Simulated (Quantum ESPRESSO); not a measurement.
Band-structure run of HgTe (part 2 of 3)

HgTe (F-43m, 2 atoms in the cell); Kohn-Sham DFT of a periodic cell, PBE with D3, spin-orbit coupling, PseudoDojo 0.4 FR PBE standard, no spin polarisation (Quantum ESPRESSO 7.5); cutoff 1088.45 eV, 7×7×7 k-mesh, fixed occupations. The structure derives from an entry of the Crystallography Open Database.

Geometry of the input (Å; fractional positions):
```
0.0000  3.2145  3.2145
3.2145  0.0000  3.2145
3.2145  3.2145  0.0000
Hg 0.0000  0.0000  0.0000
Te 0.7500  0.7500  0.7500
```

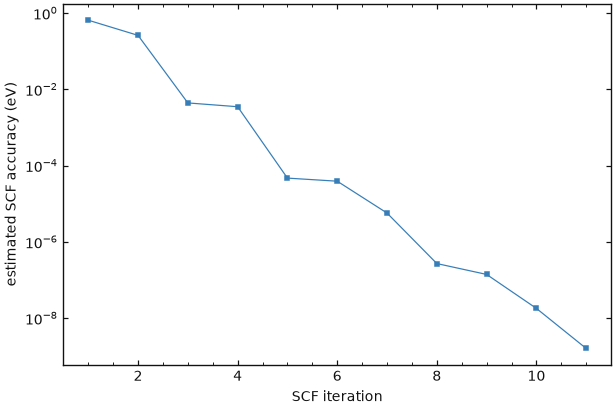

*Convergence of the self-consistent field: estimated SCF accuracy against the iteration.*

The field takes 11 iterations in all.

```
     End of self-consistent calculation

          k = 0.0505 0.0505 0.0505 (  5423 PWs)   bands (ev):

  -105.6758-105.6758 -67.6648 -67.6648 -49.3949 -49.3949 -49.3949 -49.3949
   -28.5278 -28.5278 -28.5278 -28.5277 -27.0669 -27.0669 -27.0614 -27.0614
   -27.0614 -27.0613  -2.9273  -2.9273   0.9028   0.9228   0.9228   0.9265
     2.2718   2.2718   2.7629   2.7738   2.7738   2.8065   7.9130   7.9130
     8.7456   8.7456   9.3198   9.3680   9.6307   9.6307  12.5732  12.5732
    13.6412  13.6412  13.8006  13.8040  16.0686  16.0686  18.2910  18.3449
    18.3449  18.4236  18.8783  18.8783

          k = 0.1515 0.1515-0.0505 (  5421 PWs)   bands (ev):

  -105.6758-105.6758 -67.6649 -67.6649 -49.3949 -49.3949 -49.3949 -49.3949
   -28.5278 -28.5278 -28.5278 -28.5276 -27.0668 -27.0668 -27.0615 -27.0615
   -27.0614 -27.0612  -2.7972  -2.7971   0.9019   0.9506   0.9626   0.9891
     2.3113   2.3173   2.7450   2.7672   2.7681   2.8617   6.6997   6.7014
     8.3349   8.3445   8.9646   9.0514  10.1815  10.2458  12.8234  13.1344
    13.5485  13.7406  14.2124  14.3081  17.1552  17.2667  17.3892  17.4659
    17.8899  17.9211  19.2022  19.2393

          k = 0.2525 0.2525-0.1515 (  5404 PWs)   bands (ev):

  -105.6758-105.6758 -67.6649 -67.6649 -49.3950 -49.3950 -49.3949 -49.3949
   -28.5279 -28.5279 -28.5278 -28.5276 -27.0666 -27.0666 -27.0616 -27.0616
   -27.0613 -27.0611  -2.5529  -2.5522   0.9152   0.9656   1.1002   1.1581
     2.4090   2.4263   2.7520   2.7789   2.8283   2.9321   5.0591   5.0897
     7.8428   7.8582   8.5103   8.5982  10.2484  10.3145  13.6464  13.7263
    14.3038  14.3323  14.7182  14.7685  17.0786  17.1989  17.5258  17.5926
    18.5102  18.6046  20.6898  20.8438

          k =-0.3536-0.3536 0.4546 (  5427 PWs)   bands (ev):

  -105.6758-105.6758 -67.6649 -67.6649 -49.3951 -49.3951 -49.3949 -49.3949
   -28.5279 -28.5279 -28.5277 -28.5277 -27.0665 -27.0664 -27.0617 -27.0617
   -27.0611 -27.0611  -2.3757  -2.3741   0.9403   0.9553   1.2623   1.3531
     2.4733   2.4952   2.9019   2.9280   3.0474   3.0817   3.7471   3.8151
     7.6284   7.6388   8.2040   8.2379  10.1660  10.2208  13.8068  13.8874
    14.3477  14.3693  15.9576  16.0958  17.0639  17.1580  18.6700  18.6966
    19.2253  19.4354  20.2764  20.4588

          k =-0.2525-0.2525 0.3536 (  5429 PWs)   bands (ev):

  -105.6758-105.6758 -67.6649 -67.6649 -49.3950 -49.3950 -49.3949 -49.3949
   -28.5279 -28.5279 -28.5277 -28.5276 -27.0666 -27.0665 -27.0617 -27.0617
   -27.0612 -27.0611  -2.4149  -2.4136   0.9303   0.9627   1.2198   1.3016
     2.4657   2.4801   2.8681   2.8748   2.9472   2.9668   4.1165   4.1600
     7.7268   7.7396   8.1955   8.2476  10.2008  10.2604  13.7438  13.7888
    14.4313  14.4423  15.6015  15.7194  16.9520  17.0652  18.4239  18.4435
    19.1071  19.1504  20.7762  20.8586

          k =-0.1515-0.1515 0.2525 (  5415 PWs)   bands (ev):

  -105.6758-105.6758 -67.6649 -67.6649 -49.3950 -49.3950 -49.3949 -49.3949
   -28.5278 -28.5278 -28.5278 -28.5276 -27.0667 -27.0666 -27.0616 -27.0615
   -27.0613 -27.0611  -2.6364  -2.6360   0.9086   0.9652   1.0429   1.0893
     2.3743   2.3817   2.7292   2.7744   2.8008   2.9094   5.6031   5.6137
     8.0832   8.0981   8.5078   8.6102  10.3146  10.3907  13.2153  13.4575
    14.0980  14.3779  14.5223  14.6094  16.9457  17.0276  17.6147  17.6643
    18.2344  18.3066  20.0771  20.1052

          k =-0.0505-0.0505 0.1515 (  5415 PWs)   bands (ev):

  -105.6758-105.6758 -67.6648 -67.6648 -49.3949 -49.3949 -49.3949 -49.3949
   -28.5278 -28.5278 -28.5277 -28.5277 -27.0668 -27.0668 -27.0615 -27.0614
   -27.0614 -27.0613  -2.8596  -2.8596   0.9038   0.9329   0.9444   0.9573
     2.2915   2.2931   2.7500   2.7578   2.7876   2.8327   7.2345   7.2407
     8.5369   8.5456   8.9690   9.0315  10.1424  10.1815  12.5581  12.7176
    13.5765  13.7469  14.1206  14.1451  16.7589  16.8185  17.3281  17.3496
    18.4932  18.5556  19.0701  19.0924

          k = 0.2525 0.0505 0.0505 (  5414 PWs)   bands (ev):

  -105.6758-105.6758 -67.6649 -67.6649 -49.3949 -49.3949 -49.3949 -49.3949
   -28.5278 -28.5278 -28.5277 -28.5277 -27.0668 -27.0667 -27.0615 -27.0615
   -27.0614 -27.0612  -2.7344  -2.7343   0.9179   0.9534   0.9810   1.0154
     2.3291   2.3325   2.7290   2.7577   2.8134   2.8655   6.4635   6.4677
     8.1029   8.1226   8.3995   8.4752  10.7558  10.8555  12.2690  12.4740
    14.1215  14.3023  14.6967  14.7501  16.4351  16.4744  17.9352  18.0039
    18.7768  18.8286  19.6588  19.6848

          k = 0.3536 0.1515-0.0505 (  5416 PWs)   bands (ev):

  -105.6758-105.6758 -67.6649 -67.6649 -49.3950 -49.3950 -49.3949 -49.3949
   -28.5279 -28.5278 -28.5278 -28.5276 -27.0667 -27.0666 -27.0616 -27.0615
   -27.0614 -27.0612  -2.5348  -2.5337   0.9362   1.0012   1.0387   1.1559
     2.4022   2.4164   2.7078   2.8099   2.8289   2.9380   5.3602   5.4032
     7.3777   7.4415   7.9708   8.0802  11.0737  11.2841  12.4799  12.7993
    14.4316  14.6080  15.0882  15.2977  16.8303  16.8834  18.7558  18.8212
    19.1207  19.1850  20.3157  20.4962

          k =-0.2525-0.4546 0.5556 (  5416 PWs)   bands (ev):

  -105.6758-105.6758 -67.6649 -67.6649 -49.3950 -49.3950 -49.3949 -49.3949
   -28.5280 -28.5279 -28.5277 -28.5276 -27.0666 -27.0664 -27.0616 -27.0616
   -27.0612 -27.0611  -2.3419  -2.3383   0.9613   1.0057   1.1658   1.3777
     2.4987   2.5157   2.8034   2.8788   3.0010   3.0368   4.1048   4.2284
     6.9087   6.9496   7.6747   7.7381  11.1080  11.2712  13.3447  13.4644
    14.4958  14.8674  15.3243  15.7492  17.5708  17.8966  18.8431  18.9803
    19.4117  19.7828  20.2589  20.5055

          k =-0.1515-0.3536 0.4546 (  5413 PWs)   bands (ev):

  -105.6758-105.6758 -67.6649 -67.6649 -49.3951 -49.3950 -49.3949 -49.3949
   -28.5279 -28.5279 -28.5277 -28.5276 -27.0666 -27.0663 -27.0617 -27.0616
   -27.0612 -27.0611  -2.3105  -2.3062   0.9800   0.9880   1.1958   1.4301
     2.5083   2.5397   2.8805   2.9092   3.0561   3.1233   3.7767   3.9686
     6.7393   6.7691   7.7502   7.8116  11.0932  11.2513  13.5282  13.6785
    14.5926  14.7841  15.7196  16.1041  17.2558  17.7151  18.5776  18.7696
    18.9913  19.2193  20.7369  21.0358

          k =-0.0505-0.2525 0.3536 (  5416 PWs)   bands (ev):

  -105.6758-105.6758 -67.6649 -67.6649 -49.3950 -49.3950 -49.3949 -49.3949
   -28.5279 -28.5279 -28.5278 -28.5276 -27.0666 -27.0665 -27.0616 -27.0615
   -27.0613 -27.0611  -2.4666  -2.4645   0.9478   0.9921   1.0830   1.2365
     2.4393   2.4775   2.7295   2.8066   2.8499   2.9687   4.8915   4.9939
     6.9852   7.0389   8.1493   8.2468  11.0405  11.2387  13.2591  13.6391
    14.1077  14.3298  14.8861  15.1201  17.1121  17.2382  18.5529  18.8171
    19.4615  19.5106  20.2428  20.2801

          k = 0.0505-0.1515 0.2525 (  5419 PWs)   bands (ev):

  -105.6758-105.6758 -67.6649 -67.6649 -49.3950 -49.3950 -49.3949 -49.3949
   -28.5278 -28.5278 -28.5278 -28.5276 -27.0667 -27.0667 -27.0615 -27.0615
   -27.0614 -27.0612  -2.6824  -2.6820   0.9135   0.9704   0.9952   1.0572
     2.3493   2.3621   2.7234   2.7795   2.7849   2.8963   6.0306   6.0493
     7.8787   7.9109   8.5548   8.6544  10.6177  10.7486  12.7176  13.0770
    13.9250  14.3149  14.4764  14.6607  16.8299  16.9008  17.8750  17.9895
    18.3847  18.4300  19.7473  19.7831

          k = 0.4546 0.0505 0.0505 (  5434 PWs)   bands (ev):

  -105.6758-105.6758 -67.6649 -67.6649 -49.3950 -49.3950 -49.3949 -49.3949
   -28.5279 -28.5279 -28.5277 -28.5276 -27.0666 -27.0665 -27.0615 -27.0615
   -27.0613 -27.0612  -2.4037  -2.4026   0.9689   1.0062   1.1279   1.2136
     2.4254   2.4344   2.7368   2.8135   2.9311   2.9709   4.9592   4.9802
     7.1609   7.1984   7.3497   7.4255  11.1515  11.2681  11.9894  12.1131
    15.4499  15.6032  16.0490  16.2032  16.8719  16.9223  19.3338  19.3619
    20.3932  20.4067  21.3690  21.5665

          k =-0.1515-0.5556 0.6566 (  5413 PWs)   bands (ev):

  -105.6758-105.6758 -67.6649 -67.6649 -49.3951 -49.3950 -49.3950 -49.3950
   -28.5280 -28.5278 -28.5278 -28.5276 -27.0665 -27.0663 -27.0615 -27.0615
   -27.0613 -27.0612  -2.2569  -2.2528   0.9889   1.0564   1.1685   1.4045
     2.4794   2.5391   2.7398   2.9073   3.0796   3.0856   4.1581   4.2574
     6.5963   6.6925   7.0230   7.1156  11.3416  11.5381  12.2671  12.4273
    15.2329  15.5634  16.6247  16.9853  17.6235  17.9194  19.7702  20.0082
    20.3793  20.4908  21.0109  21.2287

          k =-0.0505-0.4546 0.5556 (  5419 PWs)   bands (ev):

  -105.6758-105.6758 -67.6649 -67.6649 -49.3951 -49.3950 -49.3950 -49.3950
   -28.5280 -28.5279 -28.5277 -28.5276 -27.0665 -27.0662 -27.0616 -27.0614
   -27.0613 -27.0612  -2.2089  -2.2019   1.0050   1.0891   1.1441   1.5229
     2.5366   2.6052   2.8566   2.9490   3.1967   3.2902   3.5778   3.8702
     6.1109   6.1668   7.1784   7.2249  11.4888  11.6780  13.3615  13.5192
    15.0765  15.5010  16.0136  16.3803  16.8677  17.3806  18.8984  19.0157
    20.8737  20.9723  21.4734  21.7762

          k = 0.0505-0.3536 0.4546 (  5412 PWs)   bands (ev):

  -105.6758-105.6758 -67.6649 -67.6649 -49.3951 -49.3950 -49.3950 -49.3950
   -28.5280 -28.5279 -28.5277 -28.5276 -27.0666 -27.0663 -27.0616 -27.0615
   -27.0613 -27.0611  -2.2953  -2.2901   1.0000   1.0124   1.1472   1.4332
     2.5277   2.5606   2.8490   2.8983   2.9805   3.0688   4.0051   4.2486
     6.3097   6.3785   7.6554   7.7337  11.3964  11.6137  13.6389  13.8692
    14.3585  14.6104  15.7112  16.0891  17.1142  17.4315  18.1929  18.4403
    19.9882  20.0734  21.2468  21.5643

          k = 0.1515-0.2525 0.3536 (  5421 PWs)   bands (ev):

  -105.6758-105.6758 -67.6649 -67.6649 -49.3950 -49.3950 -49.3949 -49.3949
   -28.5279 -28.5279 -28.5278 -28.5276 -27.0666 -27.0665 -27.0616 -27.0616
   -27.0613 -27.0611  -2.4478  -2.4461   0.9344   0.9783   1.1419   1.2636
     2.4515   2.4768   2.7715   2.8349   2.8778   2.9668   4.5437   4.6115
     7.4047   7.4352   8.1322   8.2122  10.6404  10.7520  13.5355  13.6485
    14.4099  14.5577  14.9989  15.2120  17.3173  17.5032  17.9320  18.0815
    19.2659  19.3004  20.5711  20.7410

          k =-0.7576 0.0505 0.0505 (  5419 PWs)   bands (ev):

  -105.6758-105.6758 -67.6649 -67.6649 -49.3951 -49.3951 -49.3950 -49.3950
   -28.5280 -28.5279 -28.5277 -28.5276 -27.0665 -27.0664 -27.0615 -27.0614
   -27.0613 -27.0613  -2.1844  -2.1819   1.0055   1.0382   1.2967   1.4252
     2.4639   2.5122   2.8180   2.9107   3.2282   3.2623   3.8108   3.8498
     6.6249   6.6614   6.8375   6.8915  11.1000  11.1963  11.7015  11.7918
    16.8906  16.9066  17.5197  17.5765  17.9626  18.3247  19.6299  19.6340
    20.5866  20.8084  20.9368  20.9754

          k =-0.6566 0.1515-0.0505 (  5419 PWs)   bands (ev):

  -105.6758-105.6758 -67.6649 -67.6649 -49.3951 -49.3951 -49.3950 -49.3950
   -28.5280 -28.5279 -28.5278 -28.5276 -27.0665 -27.0663 -27.0615 -27.0614
   -27.0613 -27.0613  -2.1861  -2.1809   1.0037   1.0690   1.2170   1.4881
     2.4869   2.5893   2.7693   2.9425   3.2210   3.3093   3.7259   3.8296
     6.4214   6.4934   6.8281   6.8846  11.3368  11.5146  12.1830  12.3169
    16.0008  16.2781  16.7319  17.0968  17.8356  18.3600  19.6960  19.8670
    20.4756  20.6457  21.0102  21.1452

          k =-0.5556 0.2525-0.1515 (  5415 PWs)   bands (ev):

  -105.6758-105.6758 -67.6649 -67.6649 -49.3951 -49.3950 -49.3950 -49.3950
   -28.5280 -28.5279 -28.5277 -28.5276 -27.0665 -27.0663 -27.0616 -27.0615
   -27.0612 -27.0612  -2.2564  -2.2508   0.9880   1.0458   1.1658   1.4716
     2.5278   2.5617   2.8339   2.9203   3.1133   3.1850   3.7701   3.9735
     6.4294   6.4752   7.3456   7.3929  11.3932  11.5841  13.3198  13.4551
    14.6594  15.1277  15.8443  16.2764  17.2276  17.6973  19.3431  19.4582
    19.8720  20.0919  20.4919  20.7439

          k =-0.4546 0.3536-0.2525 (  5426 PWs)   bands (ev):

  -105.6758-105.6758 -67.6649 -67.6649 -49.3951 -49.3951 -49.3949 -49.3949
   -28.5279 -28.5279 -28.5277 -28.5277 -27.0665 -27.0664 -27.0617 -27.0616
   -27.0611 -27.0611  -2.3387  -2.3358   0.9600   0.9626   1.2450   1.4058
     2.4866   2.5155   2.9065   2.9167   3.1449   3.1789   3.5889   3.7261
     7.2715   7.2781   7.9534   7.9861  10.5926  10.6886  13.6411  13.7599
    14.4669  14.5484  16.0006  16.2283  17.2823  17.5463  18.5236  18.7905
    19.1248  19.4470  20.2063  20.4563

          k =-0.5556 0.0505 0.0505 (  5429 PWs)   bands (ev):

  -105.6758-105.6758 -67.6649 -67.6649 -49.3951 -49.3951 -49.3950 -49.3950
   -28.5280 -28.5279 -28.5277 -28.5276 -27.0665 -27.0664 -27.0615 -27.0615
   -27.0613 -27.0613  -2.2637  -2.2618   0.9922   1.0270   1.2260   1.3374
     2.4528   2.4821   2.7784   2.8711   3.0608   3.0694   4.3030   4.3389
     6.8142   6.8516   7.0123   7.0752  11.1149  11.2104  11.8409  11.9316
    16.1553  16.3035  16.8636  17.0490  17.5667  17.7524  19.5365  19.5574
    20.9372  21.0200  21.6456  21.6901

          k =-0.4546 0.1515-0.0505 (  5419 PWs)   bands (ev):

  -105.6758-105.6758 -67.6649 -67.6649 -49.3950 -49.3950 -49.3950 -49.3949
   -28.5280 -28.5278 -28.5278 -28.5276 -27.0666 -27.0664 -27.0615 -27.0615
   -27.0613 -27.0612  -2.3823  -2.3799   0.9639   1.0327   1.0996   1.2790
     2.4549   2.4721   2.7132   2.8557   2.9213   2.9940   4.7257   4.7981
     6.9305   7.0222   7.4239   7.5339  11.2978  11.5282  12.3597  12.5972
    14.6762  14.9713  15.8532  16.2192  17.2862  17.3436  19.5201  19.6393
    19.9925  20.0402  20.6569  20.9396

          k =-0.3536 0.0505 0.0505 (  5409 PWs)   bands (ev):

  -105.6758-105.6758 -67.6649 -67.6649 -49.3950 -49.3950 -49.3949 -49.3949
   -28.5279 -28.5279 -28.5277 -28.5276 -27.0667 -27.0666 -27.0615 -27.0615
   -27.0613 -27.0612  -2.5724  -2.5719   0.9416   0.9799   1.0416   1.1007
     2.3799   2.3815   2.7208   2.7726   2.8575   2.9090   5.6952   5.7011
     7.6125   7.6439   7.8280   7.9096  11.1056  11.2515  12.0636  12.2564
    14.8918  14.9244  15.3821  15.3870  16.3111  16.3162  19.0386  19.0901
    19.1905  19.2557  20.4949  20.5655

          k = 0.1515 0.1515 0.1515 (  5402 PWs)   bands (ev):

  -105.6758-105.6758 -67.6649 -67.6649 -49.3950 -49.3950 -49.3949 -49.3949
   -28.5278 -28.5278 -28.5278 -28.5276 -27.0667 -27.0667 -27.0615 -27.0615
   -27.0614 -27.0612  -2.7404  -2.7404   0.8994   0.9528   1.0099   1.0099
     2.3366   2.3366   2.7501   2.7501   2.7801   2.8806   6.2098   6.2098
     8.4033   8.4033   8.9061   9.0067  10.0171  10.0171  13.3034  13.3034
    13.9078  13.9078  14.2357  14.2430  17.0731  17.0731  17.6571  17.7116
    17.7116  17.8074  19.2045  19.2045

          k = 0.2525 0.2525 0.0505 (  5414 PWs)   bands (ev):

  -105.6758-105.6758 -67.6649 -67.6649 -49.3950 -49.3950 -49.3949 -49.3949
   -28.5279 -28.5278 -28.5278 -28.5276 -27.0667 -27.0666 -27.0616 -27.0615
   -27.0614 -27.0611  -2.5873  -2.5864   0.9245   0.9744   1.0400   1.1316
     2.3869   2.4163   2.7307   2.7637   2.8109   2.9306   5.4608   5.5155
     7.4424   7.4722   8.5560   8.6507  10.6792  10.8312  13.3178  13.7174
    13.9591  14.1496  14.4596  14.5275  17.0837  17.1567  17.9186  18.0853
    18.7493  18.7621  20.0667  20.1556

          k =-0.3536-0.3536 0.6566 (  5413 PWs)   bands (ev):
```
